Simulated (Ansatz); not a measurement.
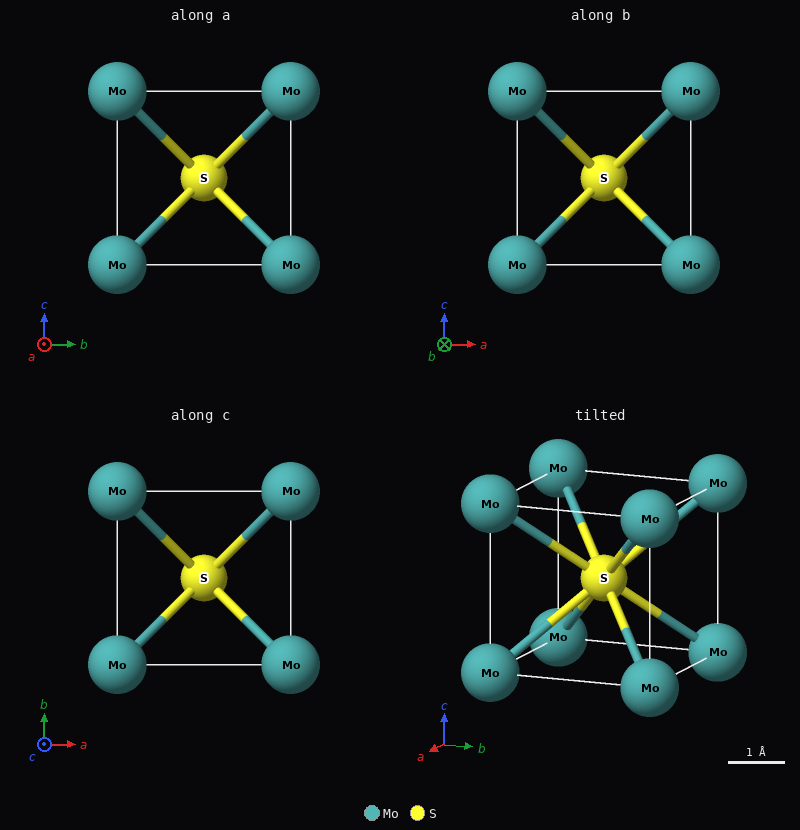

The figure gives a ball-and-stick picture of the atoms, viewed along the a axis, along the b axis, along the c axis and slightly off an axis. The frame is the conventional unit cell; atoms at its boundary are shown with their periodic copies.

Lattice parameters: a = 3.1141 Å, b = 3.1141 Å, c = 3.1141 Å, α = 90.000°, β = 90.000°, γ = 90.000°.

### Set out the cell and atoms as a CIF with its space group and independent sites.

```cif
data_structure
_symmetry_space_group_name_H-M 'P m -3 m'
_symmetry_Int_Tables_number 221
_cell_length_a 3.1141
_cell_length_b 3.1141
_cell_length_c 3.1141
_cell_angle_alpha 90.000
_cell_angle_beta 90.000
_cell_angle_gamma 90.000
_cell_volume 30.20
loop_
_atom_site_label
_atom_site_type_symbol
_atom_site_symmetry_multiplicity
_atom_site_Wyckoff_symbol
_atom_site_fract_x
_atom_site_fract_y
_atom_site_fract_z
_atom_site_occupancy
Mo1 Mo 1 a 0.0000 0.0000 0.0000 1
S1 S 1 b 0.5000 0.5000 0.5000 1
```

Its origin is a structure type filled with these elements by a generator (whether the compound takes this form wasn't checked). Earlier steps of the study, as a rule a relaxation of our own, may have changed the cell and positions, so they can lie some per cent off the listed ones. It was set up as input for a calculation with Ansatz.
